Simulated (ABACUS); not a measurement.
# NaCl: single-point calculation at one volume of an equation of state (part 2 of 2)

The same run, continued: NaCl (Pm-3m, 2 atoms in the cell); Kohn-Sham DFT of a periodic cell, HCTH407, PseudoDojo NC SR 0.4.1 PBE standard, no spin polarisation (ABACUS 3.10.1); cutoff 1210.91 eV, 6×6×6 k-mesh, fermi-dirac of 0.05 eV. The structure derives from a Materials Project entry. It belongs to a series of runs on one base structure; here: volume scaled by 1.06.

Geometry of the input (Å; fractional positions):
```
3.5709  0.0000  0.0000
0.0000  3.5709  0.0000
0.0000  0.0000  3.5709
Cl 0.5000  0.5000  0.5000
Na 0.0000  0.0000  0.0000
```

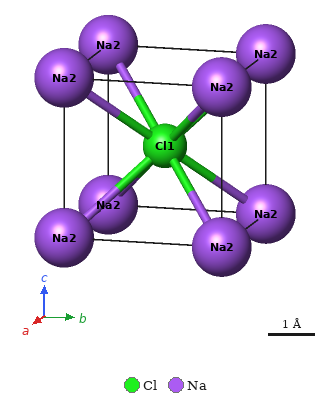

**Figure 1.** The structure as given in the input (ball-and-stick view of the cell of the calculation, seen slightly off an axis; atoms are numbered from 1 in the order of the input).

### Log, continued
```
----------------------------------------------------------
     Energy           Rydberg                 eV
----------------------------------------------------------
 E_KohnSham     -125.1697008102      -1703.0211479745
 E_Harris       -124.8562919968      -1698.7570023081
 E_Fermi        0.2098771904         2.8555256691
----------------------------------------------------------

 PW ALGORITHM --------------- ION=   1  ELEC=   2--------------------------------

 Density error is 0.00579541696986
                          Error Threshold = 0.00063517884101
----------------------------------------------------------
     Energy           Rydberg                 eV
----------------------------------------------------------
 E_KohnSham     -125.1911487334      -1703.3129619400
 E_Harris       -125.4259260606      -1706.5072713512
 E_Fermi        0.3697835490         5.0311632936
----------------------------------------------------------

 PW ALGORITHM --------------- ION=   1  ELEC=   3--------------------------------

 Density error is 0.000909526087417
                          Error Threshold = 3.62213560616e-05
----------------------------------------------------------
     Energy           Rydberg                 eV
----------------------------------------------------------
 E_KohnSham     -125.1920943281      -1703.3258274154
 E_Harris       -125.2692967416      -1704.3762201391
 E_Fermi        0.3679341597         5.0060010601
----------------------------------------------------------

 PW ALGORITHM --------------- ION=   1  ELEC=   4--------------------------------

 Density error is 5.23610496949e-06
                          Error Threshold = 5.68453804636e-06
----------------------------------------------------------
     Energy           Rydberg                 eV
----------------------------------------------------------
 E_KohnSham     -125.1922710607      -1703.3282319857
 E_Harris       -125.1993738476      -1703.4248703592
 E_Fermi        0.3556878401         4.8393813349
----------------------------------------------------------

 PW ALGORITHM --------------- ION=   1  ELEC=   5--------------------------------

 Density error is 3.81218651419e-07
                          Error Threshold = 3.27256560593e-08
----------------------------------------------------------
     Energy           Rydberg                 eV
----------------------------------------------------------
 E_KohnSham     -125.1922827525      -1703.3283910606
 E_Harris       -125.1953639747      -1703.3703132401
 E_Fermi        0.3552178303         4.8329865238
----------------------------------------------------------

 PW ALGORITHM --------------- ION=   1  ELEC=   6--------------------------------

 Density error is 1.36658874318e-08
                          Error Threshold = 2.38261657137e-09
----------------------------------------------------------
     Energy           Rydberg                 eV
----------------------------------------------------------
 E_KohnSham     -125.1922855468      -1703.3284290796
 E_Harris       -125.1919829994      -1703.3243127107
 E_Fermi        0.3551003125         4.8313876114
----------------------------------------------------------

 PW ALGORITHM --------------- ION=   1  ELEC=   7--------------------------------

 Density error is 4.43332678496e-09
                          Error Threshold = 8.5411796449e-11
----------------------------------------------------------
     Energy           Rydberg                 eV
----------------------------------------------------------
 E_KohnSham     -125.1922866460      -1703.3284440345
 E_KS(sigma->0) -125.1922866460      -1703.3284440345
 E_Harris       -125.1923506495      -1703.3293148477
 E_band         -17.9244810842       -243.8750764383
 E_one_elec     -72.7472162312       -989.7766543817
 E_Hartree      40.8596049589        555.9234454700
 E_xc           -23.6701289960       -322.0486267402
 E_Ewald        -69.6345463777       -947.4266083825
 E_entropy(-TS) -0.0000000000        -0.0000000000
 E_descf        0.0000000000         0.0000000000
 E_exx          0.0000000000         0.0000000000
 E_Fermi        0.3551128955         4.8315588115
----------------------------------------------------------

 charge density convergence is achieved
 final etot is -1703.328444 eV
 EFERMI = 4.8315588115 eV

 STATE ENERGY(eV) AND OCCUPATIONS    NSPIN == 1
 1/5 kpoint (Cartesian) = 0.0000 0.0000 0.0000 (4385 pws)
       1       -49.3571     0.00925926
       2       -21.0786     0.00925926
       3       -21.0786     0.00925926
       4       -21.0786     0.00925926
       5       -11.4200     0.00925926
       6        1.31137     0.00925926
       7        1.31137     0.00925926
       8        1.31137     0.00925926
       9        6.22108    7.89472e-15
      10        10.9249    1.09781e-55
      11        10.9249    1.09781e-55
      12        17.2597        0.00000

 2/5 kpoint (Cartesian) = 0.16667 0.0000 0.0000 (4356 pws)
       1       -49.3569      0.0555556
       2       -21.0852      0.0555556
       3       -21.0780      0.0555556
       4       -21.0780      0.0555556
       5       -11.3530      0.0555556
       6       0.664500      0.0555556
       7        1.36007      0.0555556
       8        1.36007      0.0555556
       9        6.87753    9.41209e-20
      10        11.1984    2.77474e-57
      11        11.3411    1.59682e-58
      12        15.5428        0.00000

 3/5 kpoint (Cartesian) = 0.33333 0.0000 0.0000 (4340 pws)
       1       -49.3564      0.0555556
       2       -21.0983      0.0555556
       3       -21.0768      0.0555556
       4       -21.0768      0.0555556
       5       -11.2125      0.0555556
       6      -0.337104      0.0555556
       7        1.46093      0.0555556
       8        1.46093      0.0555556
       9        8.14188    9.80983e-31
      10        11.2914    4.31402e-58
      11        11.9416    9.71742e-64
      12        14.1843    3.21732e-83

 4/5 kpoint (Cartesian) = 0.50000 0.0000 0.0000 (4356 pws)
       1       -49.3561      0.0277778
       2       -21.1049      0.0277778
       3       -21.0762      0.0277778
       4       -21.0762      0.0277778
       5       -11.1389      0.0277778
       6      -0.758702      0.0277778
       7        1.51323      0.0277778
       8        1.51323      0.0277778
       9        9.14537    9.42755e-40
      10        10.4630    3.38245e-51
      11        12.5565    2.21853e-69
      12        13.6863    3.40913e-79

 5/5 kpoint (Cartesian) = 0.16667 0.16667 0.0000 (4354 pws)
       1       -49.3566       0.111111
       2       -21.0849       0.111111
       3       -21.0839       0.111111
       4       -21.0774       0.111111
       5       -11.2891       0.111111
       6       0.638375       0.111111
       7       0.859669       0.111111
       8        1.40941       0.111111
       9        7.46638    1.44547e-24
      10        11.3881    1.24872e-58
      11        11.7213    1.59170e-61
      12        14.2435    1.97185e-83

------------------------------------------------------------------------------------------
 TOTAL-FORCE (eV/Angstrom)
------------------------------------------------------------------------------------------
                       Cl1         0.0000000000         0.0000000000         0.0000000000
                       Na1         0.0000000000         0.0000000000         0.0000000000
------------------------------------------------------------------------------------------

----------------------------------------------------------------
 TOTAL-STRESS (KBAR)
----------------------------------------------------------------
        10.7481679597         0.0000000000        -0.0000000000
         0.0000000000        10.7481679597         0.0000000000
        -0.0000000000         0.0000000000        10.7481679597
----------------------------------------------------------------
 TOTAL-PRESSURE: 10.748168 KBAR

 --------------------------------------------
 !FINAL_ETOT_IS -1703.3284440345012172 eV
 --------------------------------------------
```

### Standard output
```
ABACUS v3.10.1

               Atomic-orbital Based Ab-initio Computation at UStc

 dft_functional readin is: GGA_XC_HCTH_407
 dft_functional in pseudopot file is: PBE
 Please make sure this is what you need
 dft_functional readin is: GGA_XC_HCTH_407
 dft_functional in pseudopot file is: PBE
 Please make sure this is what you need

%%%%%%%%%%%%%%%%%%%%%%%%%%%%%%%%%%%%%%%%%%%%%%%%%%%%%%%%%%%%%%%%%%%%%%%%%%%%%%%%%%%%%%%%%%%%%%%%%%%%%%%%%
 Warning: the number of valence electrons in pseudopotential > 1 for Na: [Ne] 3s1
 Pseudopotentials with additional electrons can yield (more) accurate outcomes, but may be less efficient.
 If you're confident that your chosen pseudopotential is appropriate, you can safely ignore this warning.
%%%%%%%%%%%%%%%%%%%%%%%%%%%%%%%%%%%%%%%%%%%%%%%%%%%%%%%%%%%%%%%%%%%%%%%%%%%%%%%%%%%%%%%%%%%%%%%%%%%%%%%%%

 UNIFORM GRID DIM        : 45 * 45 * 45
 UNIFORM GRID DIM(BIG)   : 45 * 45 * 45
func,idGGA_XC_HCTH_407 164
 ---------------------------------------------------------
 Self-consistent calculations for electrons
 ---------------------------------------------------------
 SPIN    KPOINTS         PROCESSORS  THREADS
 1       20              4           4
 ---------------------------------------------------------
 Use plane wave basis
 ---------------------------------------------------------
 ELEMENT NATOM       XC
 Cl      1
 Na      1
 ---------------------------------------------------------
 Initial plane wave basis and FFT box
 ---------------------------------------------------------
 -------------------------------------------
 SELF-CONSISTENT :
 -------------------------------------------
 START CHARGE      : atomic
 ITER       ETOT/eV          EDIFF/eV         DRHO     TIME/s
 DA1     -1.70302115e+03   0.00000000e+00   1.0163e-01   0.89
 DA2     -1.70331296e+03  -2.91813965e-01   5.7954e-03   0.48
 DA3     -1.70332583e+03  -1.28654754e-02   9.0953e-04   0.46
 DA4     -1.70332823e+03  -2.40457024e-03   5.2361e-06   0.51
 DA5     -1.70332839e+03  -1.59074935e-04   3.8122e-07   0.63
 DA6     -1.70332843e+03  -3.80189911e-05   1.3666e-08   0.56
 DA7     -1.70332844e+03  -1.49548899e-05   4.4333e-09   0.70
----------------------------------------------------------------
 TOTAL-STRESS (KBAR)
----------------------------------------------------------------
        10.7481679597         0.0000000000        -0.0000000000
         0.0000000000        10.7481679597         0.0000000000
        -0.0000000000         0.0000000000        10.7481679597
----------------------------------------------------------------
 TOTAL-PRESSURE: 10.748168 KBAR
```

### Results in brief

| quantity | value |
| --- | --- |
| outcome | converged |
| space group (tolerance 0.01 Å) | Pm-3m (221) |
| electrons treated | 16 |
| free energy | −1703.3284 eV |
| Fermi energy | 4.832 eV |
| gap on the k-point mesh | 4.50 eV |
| pressure | 1.07 GPa |
| largest force (length of the vector) | under 0.001 eV/Å |
| hardware | 4 threads of Intel Xeon (Sapphire Rapids), 16 GiB of memory available, shared host |
| wall time | 5 s (CPU time 20 s) |
| peak memory | 0.36 GiB |
